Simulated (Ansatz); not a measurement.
# Zn(0001) with 2 layers of random Zn-Cu, 2x2: scattering by chemical disorder

How strongly does chemical disorder scatter in Zn(0001) with 2 layers of random Zn-Cu, 2x2?

Program: Ansatz 0.2.0. Level of theory: Ansatz plane-wave DFT, PBE, PAW files; ballistic transport by layer matching (Landauer), zero bias; PAW set soft_1. Results are calculated unless marked as measured.

### Step 1. Set-up

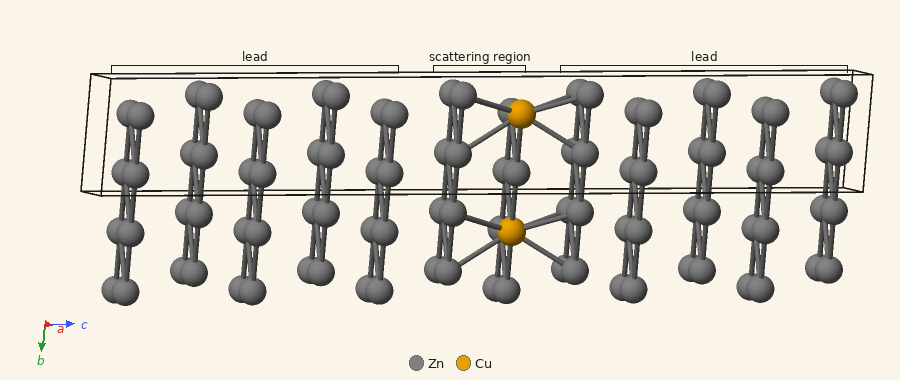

The cell as given, from the side, with the c axis across the page (zinc grey, copper orange). 1×2×1 cells are drawn.

The cell holds 48 atoms: 47 Zn and 1 Cu. Cell: a = 5.330 Å, b = 5.330 Å, c = 29.680 Å, α = 90.0°, β = 90.0°, γ = 120.0°. It derives from Zn. Regions: lead, 40 atoms (40 Zn); scattering region, 8 atoms (7 Zn and 1 Cu). The structure is stacked along c, and the current runs across the ab planes.

### Step 2. With 2 alloy layers

In 2 layers a share of 0.125 of the sites is given to Cu at random. The layers about the cell's end stay perfect and serve as the lead. Energies from -0.05 to 0.05 eV in steps of 0.05 eV are too few for the program's thermal sum, so it prints no conductance; for a metal the transmission near the Fermi level serves, at a fraction of the cost.

File input.yaml:

```yaml
crystal:
  lattice:
    - [5.3296, 0.0, 0.0]
    - [-2.6648, 4.615568992, 0.0]
    - [0.0, 0.0, 29.6802]
  atoms:
    - { symbol: Zn, position: [0.1666666667, 0.3333333333, 0.0416666667] }
    - { symbol: Zn, position: [0.1666666667, 0.8333333333, 0.0416666667] }
    - { symbol: Zn, position: [0.6666666667, 0.3333333333, 0.0416666667] }
    - { symbol: Zn, position: [0.6666666667, 0.8333333333, 0.0416666667] }
    - { symbol: Zn, position: [0.3333333333, 0.1666666667, 0.125] }
    - { symbol: Zn, position: [0.3333333333, 0.6666666667, 0.125] }
    - { symbol: Zn, position: [0.8333333333, 0.1666666667, 0.125] }
    - { symbol: Zn, position: [0.8333333333, 0.6666666667, 0.125] }
    - { symbol: Zn, position: [0.1666666667, 0.3333333333, 0.2083333333] }
    - { symbol: Zn, position: [0.1666666667, 0.8333333333, 0.2083333333] }
    - { symbol: Zn, position: [0.6666666667, 0.3333333333, 0.2083333333] }
    - { symbol: Zn, position: [0.6666666667, 0.8333333333, 0.2083333333] }
    - { symbol: Zn, position: [0.3333333333, 0.1666666667, 0.2916666667] }
    - { symbol: Zn, position: [0.3333333333, 0.6666666667, 0.2916666667] }
    - { symbol: Zn, position: [0.8333333333, 0.1666666667, 0.2916666667] }
    - { symbol: Zn, position: [0.8333333333, 0.6666666667, 0.2916666667] }
    - { symbol: Zn, position: [0.1666666667, 0.3333333333, 0.375] }
    - { symbol: Zn, position: [0.1666666667, 0.8333333333, 0.375] }
    - { symbol: Zn, position: [0.6666666667, 0.3333333333, 0.375] }
    - { symbol: Zn, position: [0.6666666667, 0.8333333333, 0.375] }
    - { symbol: Zn, position: [0.3333333333, 0.1666666667, 0.4583333333] }
    - { symbol: Zn, position: [0.3333333333, 0.6666666667, 0.4583333333] }
    - { symbol: Zn, position: [0.8333333333, 0.1666666667, 0.4583333333] }
    - { symbol: Zn, position: [0.8333333333, 0.6666666667, 0.4583333333] }
    - { symbol: Zn, position: [0.1666666667, 0.3333333333, 0.5416666667] }
    - { symbol: Zn, position: [0.1666666667, 0.8333333333, 0.5416666667] }
    - { symbol: Cu, position: [0.6666666667, 0.3333333333, 0.5416666667] }
    - { symbol: Zn, position: [0.6666666667, 0.8333333333, 0.5416666667] }
    - { symbol: Zn, position: [0.3333333333, 0.1666666667, 0.625] }
    - { symbol: Zn, position: [0.3333333333, 0.6666666667, 0.625] }
    - { symbol: Zn, position: [0.8333333333, 0.1666666667, 0.625] }
    - { symbol: Zn, position: [0.8333333333, 0.6666666667, 0.625] }
    - { symbol: Zn, position: [0.1666666667, 0.3333333333, 0.7083333333] }
    - { symbol: Zn, position: [0.1666666667, 0.8333333333, 0.7083333333] }
    - { symbol: Zn, position: [0.6666666667, 0.3333333333, 0.7083333333] }
    - { symbol: Zn, position: [0.6666666667, 0.8333333333, 0.7083333333] }
    - { symbol: Zn, position: [0.3333333333, 0.1666666667, 0.7916666667] }
    - { symbol: Zn, position: [0.3333333333, 0.6666666667, 0.7916666667] }
    - { symbol: Zn, position: [0.8333333333, 0.1666666667, 0.7916666667] }
    - { symbol: Zn, position: [0.8333333333, 0.6666666667, 0.7916666667] }
    - { symbol: Zn, position: [0.1666666667, 0.3333333333, 0.875] }
    - { symbol: Zn, position: [0.1666666667, 0.8333333333, 0.875] }
    - { symbol: Zn, position: [0.6666666667, 0.3333333333, 0.875] }
    - { symbol: Zn, position: [0.6666666667, 0.8333333333, 0.875] }
    - { symbol: Zn, position: [0.3333333333, 0.1666666667, 0.9583333333] }
    - { symbol: Zn, position: [0.3333333333, 0.6666666667, 0.9583333333] }
    - { symbol: Zn, position: [0.8333333333, 0.1666666667, 0.9583333333] }
    - { symbol: Zn, position: [0.8333333333, 0.6666666667, 0.9583333333] }
kpoints:
  mp_grid: { grid: [5, 5, 1] }
hamiltonian:
  xc: pbe
  pseudopotentials: { kind: paw, azcp: { folder: soft_1 } }
scf:
  occupations: { method: fermi_dirac, width: 0.1 }
output:
  transmission:
    leads: [[0, 8]]
    kmesh: [10, 10]
    e_range: [-0.05, 0.05]
    de: 0.05
  write_potential: true
  write_density: true
  volumetric_format: npy
```

Started as:

```
$ ansatz run input.yaml --threads 8 --pin off --max-ram 15360MiB --backend cpu --events-out ev --progress --plain --runs-dir out
```

Numbers of over 12 decimals in the logs are rounded to 6 here.

What it wrote:

```text
Engine: ansatz 0.2.0, aarch64-unknown-linux-gnu
Pseudopotentials: kind: paw
Pseudopotential: Zn, paw, valence charge 12, recommended cutoff 420 eV (normal), soft_1/Zn.paw.azcp
Pseudopotential: Cu, paw, valence charge 19, recommended cutoff 420 eV (normal), soft_1/Cu.paw.azcp
Functional definition: PBE
  parameter kappa = 0.804
  parameter beta = 0.066725
  exchange = pbe_x(kappa = kappa, mu = beta*pi^2/3)
  correlation = pbe_c(beta = beta)
Crystal: 48 atoms, lattice volume = 730.107 Å³
Basis set: ecut = 420 eV, 14229 PW (Γ)
Bands: 350, of which v1, the nominal top of the filled ones, is band 292 counted from 1 (291 counted from 0)
Symmetry: 12 space group operations
Space group: P-6m2 (ITA 187), of the structure as read, at distance tolerance 9.0e-5 Å
k-points: 5 of 25 (time reversal used)
Non-local potential: Zn, projectors of the file, l = 0: 2, l = 1: 2, l = 2: 3, l = 3: 1
Non-local potential: Cu, projectors of the file, l = 0: 3, l = 1: 2, l = 2: 3, l = 3: 1
PAW form: soft (Blöchl's): semilocal exchange-correlation on the pseudo side does not see the compensation charge
PAW one-centre angular grid: Zn, 590 points (default); XC on 64 Gauss nodes
PAW one-centre angular grid: Cu, 590 points (default); XC on 64 Gauss nodes
Initial density: superposition of atomic densities (chi_scale 0.1, normalization cell, long waves 31 % of neutral atoms (reshape's long-wave potential 1.31 eV rms, cloud 2.54 Å wide))
Initial wavefunctions: pseudopotential atomic-orbital guess
Functional: x = pbe(κ = 0.804, μ = 0.219515), c = pbe(β = 0.066725)
SCF iter   1: F=—  HF=-162649.219722 eV  |F-HF|=—  |Δ(HF+E_count)|=         —  Δρ=3.62e-1  dr2=2.62e3  ethr=3.10e-3  ⟨swp⟩=6.2  Hψ=7760  notcnv=0  defer=58
preconditioner: auto → Kerker (q_TF=auto, 2.628 Å⁻¹)  [metal: Δε(μ)=0.198 eV  Ē_g=9.996 eV  σ=0.100 eV  W_gap=0.45  n_scr=216 (ndim 8)  ℏωp=33.0 eV  f_vac=0.000  D(μ)=13.00/eV (n_scr^D=82)]
SCF iter   2: F=—  HF=-162629.470250 eV  |F-HF|=—  |Δ(HF+E_count)|=    1.97e1  Δρ=7.72e-2  dr2=1.29e2  ethr=3.10e-3  ⟨swp⟩=4.0  Hψ=6485  notcnv=0  defer=114
SCF iter   3: F=—  HF=-162626.332835 eV  |F-HF|=—  |Δ(HF+E_count)|=    3.14e0  Δρ=1.76e-1  dr2=5.11e2  ethr=3.10e-3  ⟨swp⟩=4.0  Hψ=5402  notcnv=0  defer=140  recentre
SCF iter   4: F=—  HF=-162621.941750 eV  |F-HF|=—  |Δ(HF+E_count)|=    4.39e0  Δρ=4.60e-2  dr2=5.29e1  ethr=3.10e-3  ⟨swp⟩=3.8  Hψ=3984  notcnv=0  defer=115
SCF iter   5: F=—  HF=-162620.712760 eV  |F-HF|=—  |Δ(HF+E_count)|=    1.23e0  Δρ=1.75e-2  dr2=7.40e0  ethr=3.10e-3  ⟨swp⟩=3.2  Hψ=3672  notcnv=0  defer=137
SCF iter   6: F=—  HF=-162620.151635 eV  |F-HF|=—  |Δ(HF+E_count)|=   5.61e-1  Δρ=1.03e-2  dr2=2.20e0  ethr=1.27e-3  ⟨swp⟩=2.2  Hψ=3629  notcnv=0  defer=128
SCF iter   7: F=—  HF=-162620.291008 eV  |F-HF|=—  |Δ(HF+E_count)|=   1.39e-1  Δρ=7.17e-3  dr2=1.24e0  ethr=3.77e-4  ⟨swp⟩=2.0  Hψ=1978  notcnv=0  defer=128
SCF iter   8: F=—  HF=-162620.243325 eV  |F-HF|=—  |Δ(HF+E_count)|=   4.77e-2  Δρ=3.06e-3  dr2=6.80e-1  ethr=2.13e-4  ⟨swp⟩=1.0  Hψ=1950  notcnv=0  defer=128
SCF iter   9: F=—  HF=-162620.237014 eV  |F-HF|=—  |Δ(HF+E_count)|=   6.31e-3  Δρ=2.10e-3  dr2=2.28e-1  ethr=1.17e-4  ⟨swp⟩=1.0  Hψ=1687  notcnv=0  defer=128
SCF iter  10: F=—  HF=-162620.231447 eV  |F-HF|=—  |Δ(HF+E_count)|=   5.57e-3  Δρ=1.70e-3  dr2=4.68e-2  ethr=3.92e-5  ⟨swp⟩=2.0  Hψ=1646  notcnv=0  defer=128
SCF iter  11: F=—  HF=-162620.231201 eV  |F-HF|=—  |Δ(HF+E_count)|=   2.46e-4  Δρ=1.30e-3  dr2=1.81e-2  ethr=8.03e-6  ⟨swp⟩=1.0  Hψ=1878  notcnv=0  defer=128
SCF iter  12: F=—  HF=-162620.229670 eV  |F-HF|=—  |Δ(HF+E_count)|=   1.53e-3  Δρ=3.16e-4  dr2=8.14e-4  ethr=3.11e-6  ⟨swp⟩=2.0  Hψ=2112  notcnv=0  defer=128
SCF iter  13: F=—  HF=-162620.229720 eV  |F-HF|=—  |Δ(HF+E_count)|=   4.98e-5  Δρ=1.11e-4  dr2=1.22e-4  ethr=1.40e-7  ⟨swp⟩=2.2  Hψ=3129  notcnv=0  defer=126
SCF iter  14: F=—  HF=-162620.229728 eV  |F-HF|=—  |Δ(HF+E_count)|=   8.04e-6  Δρ=7.47e-5  dr2=3.78e-5  ethr=2.10e-8  ⟨swp⟩=2.0  Hψ=3024  notcnv=0  defer=126
SCF iter  15: F=—  HF=-162620.229843 eV  |F-HF|=—  |Δ(HF+E_count)|=   1.15e-4  Δρ=1.26e-5  dr2=3.27e-6  ethr=6.48e-9  ⟨swp⟩=2.0  Hψ=3015  notcnv=0  defer=126
SCF iter  16: F=—  HF=-162620.229843 eV  |F-HF|=—  |Δ(HF+E_count)|=   3.59e-7  Δρ=8.43e-6  dr2=1.66e-6  ethr=5.62e-10  ⟨swp⟩=2.0  Hψ=3082  notcnv=0  defer=126
SCF iter  17: F=—  HF=-162620.229843 eV  |F-HF|=—  |Δ(HF+E_count)|=   1.26e-7  Δρ=4.26e-6  dr2=3.70e-7  ethr=2.85e-10  ⟨swp⟩=2.0  Hψ=3086  notcnv=0  defer=126
SCF iter  18: F=-162620.229843 eV  HF=-162620.229843 eV  |F-HF|=6.15e-8  |Δ(HF+E_count)|=   5.82e-8  Δρ=2.27e-6  dr2=7.63e-8  ethr=1.72e-11  ⟨swp⟩=12.8  Hψ=8459  notcnv=0
SCF 1 converged in 18 iterations: F = -162620.229843 eV  dr2 = 7.63e-8
  greatest PAW one-centre occupation: 1.000 electrons in one spin orbital (limit 2), on the Cu atom at site 26 (counted from 0), in its partial waves of l = 0
transmission: 64 of 616 steps passed
transmission: 124 of 616 steps passed
[...]
transmission: 616 of 616 steps passed
SCF converged after 18 iterations
Free energy (F): -162620.229843 eV
Harris-Foulkes:  -162620.229843 eV  (|F-HF|=6.15e-8)
Internal energy: -162619.867298 eV  (E = F + TS)
E sigma→0 (E₀):  -162620.048571 eV
Entropy (-TS):   -0.362545 eV (-7.553 meV/atom)
Fermi energy:    10.951145 eV
--- Per-component energies (eV) ---
  E_band       = 1805.731286
  E_kinetic    = 7174.672253
  E_local      = -88788.096310  (includes V_loc(G=0)·N_el)
  E_nonlocal   = 39291.122474
  E_hartree    = 33482.505563
  E_xc         = -3761.664796
  E_vxc        = -2496.432897  (∫ρ·V_xc dr)
  E_paw        = -90920.719898  (= ΣΔE_a)
  E_vpaw       = -20340.550054  (= ΣTr[D̂ρ^β])
  E_aug_tail   = -0.011858  (compensation charges beyond the density's cutoff)
  E_ewald      = -59097.674727
  E_smearing   = -0.362545  (= −TS)
  E_closure    = -0.000000  (closes the sum)
  Σ components = -162620.229843   (vs F -162620.229843, Δ=0.00e0)
--- Band table (eV; the first three rows and the last of 5) ---
  k-point 0: bands = [... 288 lower, 9.2057, 9.2509, 9.5475, 9.6225, 9.6225, 10.0559, 10.1548, 11.1373, ... 54 higher]
  k-point 1: bands = [... 288 lower, 10.2469, 10.2497, 10.3491, 10.3921, 10.5127, 10.5534, 11.1330, 11.5811, ... 54 higher]
  k-point 2: bands = [... 288 lower, 11.0211, 11.0428, 11.0815, 11.1006, 11.2210, 11.2468, 12.1840, 12.1867, ... 54 higher]
  k-point 4: bands = [... 288 lower, 10.8149, 11.7102, 11.7389, 11.7725, 11.9506, 12.0311, 12.0454, 12.0691, ... 54 higher]
--- Transmission ---
  basis      : 211 plane waves across, 44 finite elements along
  points     : 14, standing for a mesh of 10 x 10
  energies   : 3 from -0.050000 to 0.050000 eV about the Fermi level, 0.050000 eV apart; the leads are filled to 0.000000 eV, and channels, transmission and decay are at 0.000000 eV
  crystal 0  : Zn8, at the sites [0, 8], period 4.9467 Å, over 27.21 Å; its Hamiltonian steps by up to 37.9 meV: too much for a lead, lay more layers or, if its atoms are ordered, name the step of that order
    offset         : up to 0.0000 Å between an atom of the period and one for which it stands
    channels       : 3.010000e0 a spin
    conductance    : none, the energies end too early or step too widely for 300 K: set another output.transmission.e_range or a lower de, or, where they end at an eighth of basis.ecutwfc, a higher one
  junction   : crystal 0 to crystal 0, 1.78 to 26.51 Å
    transmission   : 2.493703e0 a spin
    conductance    : none, the energies end too early or step too widely for 300 K: set another output.transmission.e_range or a lower de, or, where they end at an eighth of basis.ecutwfc, a higher one
```

Run time: 96 s. Hardware: 8 threads of Arm Neoverse V2, shared host; peak memory 5.6 GiB.

Numbers from this step:

```
free energy                                    : -162620.2298 eV
energy at zero smearing                        : -162620.0486 eV
Fermi energy                                   : 10.95 eV
cell area                                      : 24.60 Å²
transmission per spin nearest the Fermi level  : 2.494
open channels per spin nearest the Fermi level : 3.01
step of the lead's potential                   : 37.9 meV
```

Per spin. The transmission, zone mean by energy, zero at the Fermi level:

| energy (eV) | transmission, zone mean |
| --- | --- |
| -0.0500 | 2.43 |
| 0.0000 | 2.49 |
| 0.0500 | 2.39 |

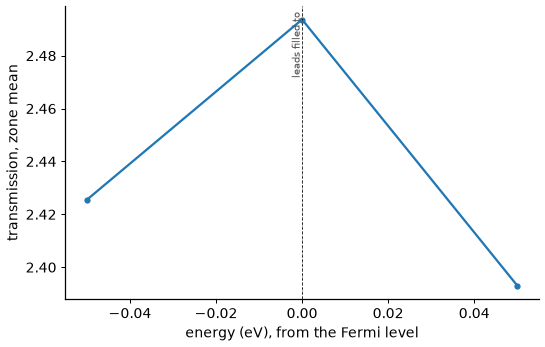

Transmission, zone mean, plotted against energy.

Per spin. Open channels, zone mean, lead against energy, zero at the Fermi level:

```csv
energy (eV),"open channels, zone mean, lead"
-0.0500,2.77
0.0000,3.01
0.0500,2.71
```

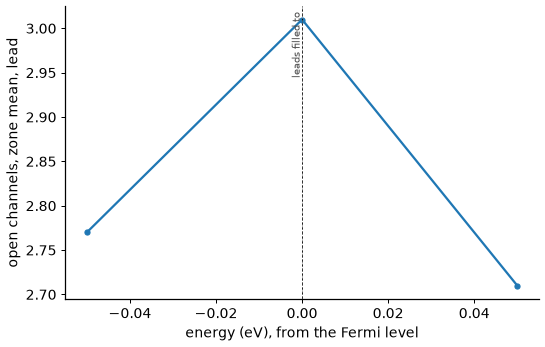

Open channels, zone mean, lead, plotted against energy.

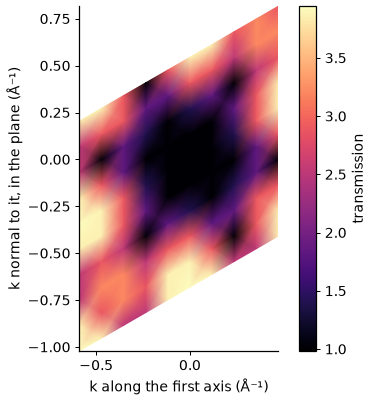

Transmission over k1 and k2. At 0.0000 eV from the Fermi level.

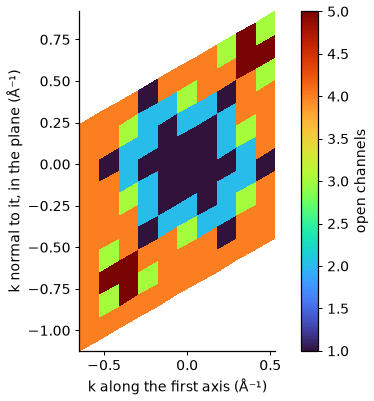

Open channels over k1 and k2. At 0.0000 eV from the Fermi level.

Over the solved energies the transmission per spin lies between 2.39 and 2.49, out of 2.83 channels of the lead on average (up to 3.01). The log calls the step of a lead's potential too much.

(Continued in part 2 of 2.)

[Logs are printed without paths, hosts, clocks, repeated set-up lines and the standing remarks that a program may print on its own settings, such as how far it seeks lower states.]

[Hosts, paths, dates, database ids (printed as entryN), source tags and the programs' standing remarks are cut or masked in the printed files.]
